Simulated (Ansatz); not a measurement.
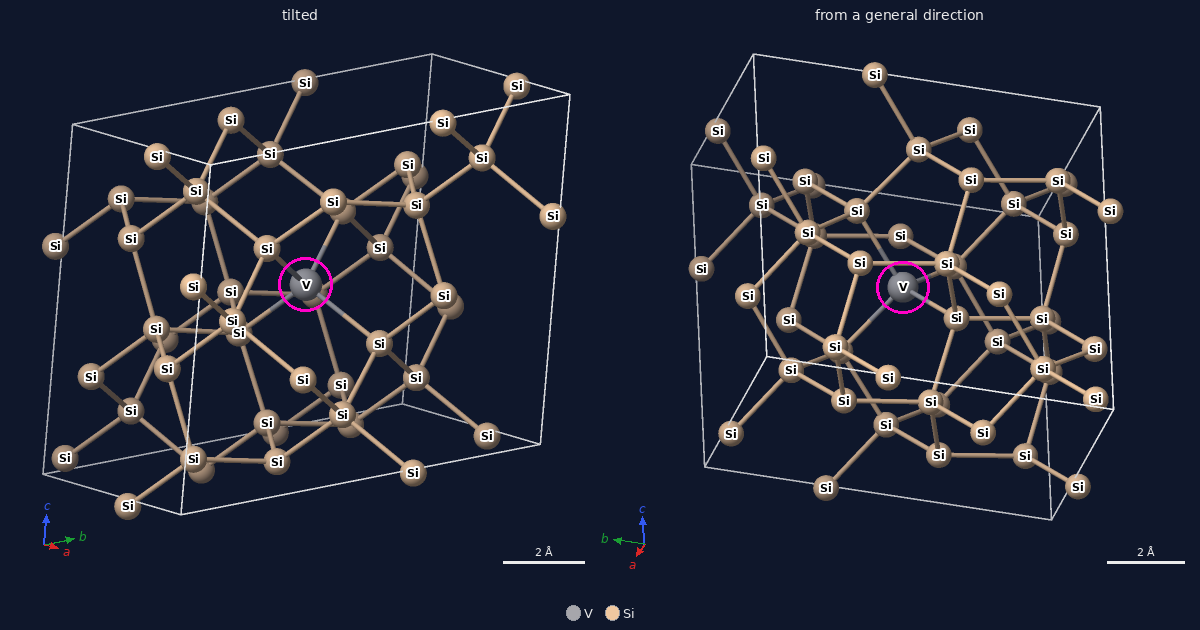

Drawn in the ball-and-stick manner and seen slightly off an axis and from a general direction. The box is the supercell; atoms on or close to its faces, edges and corners are drawn wherever they repeat. The host is Si, in a cell of 36 sites, and the cell is neutral. A ring marks the defect's site.

> Name the defect and give its surroundings.

Vanadium on a silicon site (a substitutional impurity). It is bonded to four Si in a tetrahedral arrangement at about 2.4 Å.

Setup: DFT PBE, scalar-relativistic, plane waves, PAW (Ansatz); a cutoff energy of 420 eV, a 2×2×2 mesh of k-points, Gaussian smearing of 0.02 eV, collinear spins.

> Is a magnetic moment found?

Yes, 1.0 μB in the cell.

The atoms were relaxed in the host's cell with Ansatz 0.2.0, DFT PBE, scalar-relativistic, plane waves, PAW.
